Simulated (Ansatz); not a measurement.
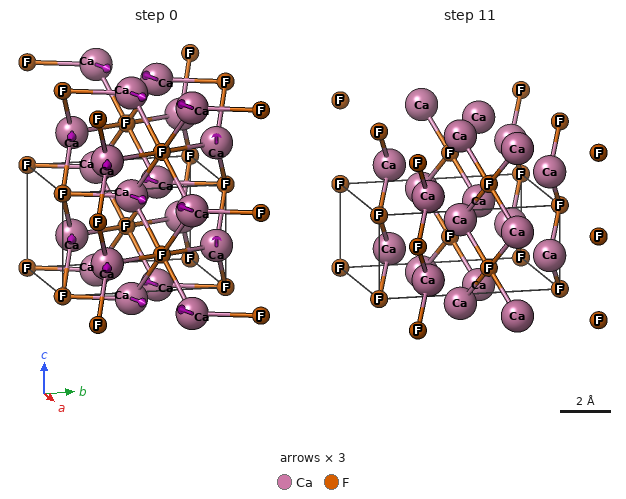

The structure of crystalline Ca₂F (built on the marcasite type) (coarse preliminary run) before (left) and after (right) a relaxation, at one scale. The purple arrows give the displacements (the part carried along by the change of the cell is left out), 3 times their true length.

The picture is a ball-and-stick view of the cell of the calculation, repeated 2 × 1 × 2 with one cell outlined, seen slightly off an axis.

Case: marcasite type (Pnnm, No. 58).

Method: DFT r2SCAN, scalar-relativistic, plane waves, PAW in Ansatz. Settings: plane-wave cutoff 500 eV; k-point mesh 4 × 4 × 4; occupations gaussian; smearing width 0.1 eV; no spin polarisation; cell and atoms relaxed; force threshold 0.04 eV/Å; at most 70 steps.

> Summarise the run.

The largest moves relative to the cell, 0.41 Å, are those of Ca atoms. F stays in place. The volume changes by −0.8 %, with a 5.619 → 6.162 Å (+9.7 %), b 6.858 → 7.609 Å (+11.0 %), c 4.281 → 3.489 Å (−18.5 %). Some distances before and after: Ca–Ca 2.800 → 3.639 Å, Ca–Ca 4.281 → 3.489 Å, Ca–F 2.831 → 3.403 Å, Ca–F 2.847 → 2.413 Å. Among the angles between lasting bonds that change: Ca–F–Ca 82.5° → 87.4°, Ca–F–Ca 97.5° → 92.6°, F–Ca–F 97.5° → 92.6°. The space group stays Pnnm (No. 58). Over 10 accepted moves (11 points after the start) the energy falls by 508 meV per atom. Largest force component: 2 eV/Å at the start, 0.027 eV/Å at the end. Pressure: −1.15 GPa at the start and 0.12 GPa at the end. At 1 point the geometry stayed and the basis and grid were re-selected for the new cell (energy shift of 0.2 meV per atom at most each time). The run took 5 min on 1 thread of Arm Neoverse V1, with other jobs on the host, peak memory 0.79 GiB.

Limits of the set-up: layers or molecules are held without a dispersion correction, so their spacing is unreliable.
